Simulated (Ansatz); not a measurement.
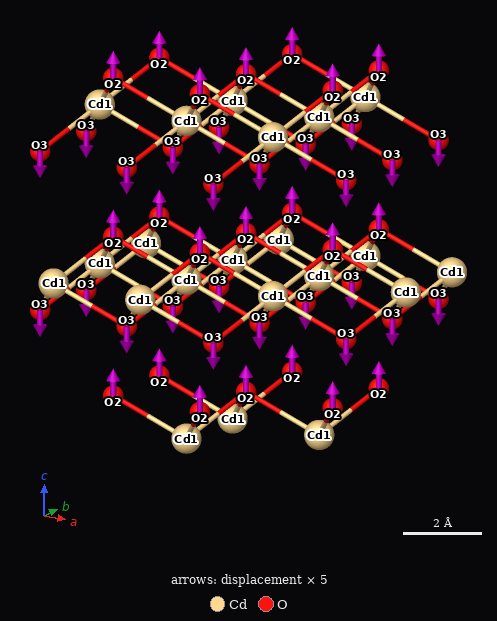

A relaxation of crystalline CdO2 (set up in P-3m1). The starting structure is drawn; purple arrows show the displacements (the part carried along by the change of the cell is left out), magnified 5 times.

Style: ball-and-stick. Shown: the atoms within 5.8 Å of the atom that moves most (axes of the cell of the calculation), slightly off an axis.

The run lets cell and atoms move.

These are results of Ansatz 0.2.0, Kohn-Sham DFT of a periodic cell, PBEsol with D4, Ansatz PAW, not measurements.

Input file:
```yaml
crystal:
  lattice:
    - [3.4762295762, 0.0, 0.0]
    - [-1.7381147881, 3.0105031223, 0.0]
    - [0.0, 0.0, 4.148076]
  atoms:
    - { symbol: Cd, position: [0.0, 0.0, 0.0] }
    - { symbol: O, position: [0.3333333333, 0.6666666667, 0.244219] }
    - { symbol: O, position: [0.6666666667, 0.3333333333, 0.755781] }
hamiltonian:
  xc: pbesol
  pseudopotentials: { kind: paw }
  dispersion: d4
kpoints:
  mp_grid: { grid: [9, 9, 7] }
scf:
  occupations: { method: fermi_dirac, width: 0.05 }
output:
  forces: true
  stress: true
  eigenvalues: true
relax:
  f_tol: 0.01
  max_steps: 40
  cell: { stress_tol: 0.05 }
```

Launched with:
```bash
ansatz run input.yaml --threads 2 --pin off --max-ram 5632MiB --backend cpu --events-out ev --progress --plain --runs-dir out
```

Q: What did the optimiser do to the structure, and how much energy did it gain?

A: The largest moves relative to the cell, 0.14 Å, are those of O2 and O3. O2 goes along +c. Cd stays in place. The drawn cell changes as follows: a = b 3.476 → 3.342 Å (−3.9 %), c 4.148 → 3.555 Å (−14.3 %); the volume changes by −20.8 %. Near-neighbour distances that change, for instance: Cd1–O2 2.248 → 2.178 Å. The space group stays P-3m1 (No. 164). Over 7 accepted moves (9 points after the start) the energy falls by 0.394 eV per cell of the calculation. The largest force component goes from 0.32 to 0.00031 eV/Å. The pressure goes from −11.82 to −0.02 GPa. The SCF was repeated twice at an unchanged geometry on a basis and grid sized afresh for the cell, which shifted the energy by 12.1 meV per cell of the calculation at most.
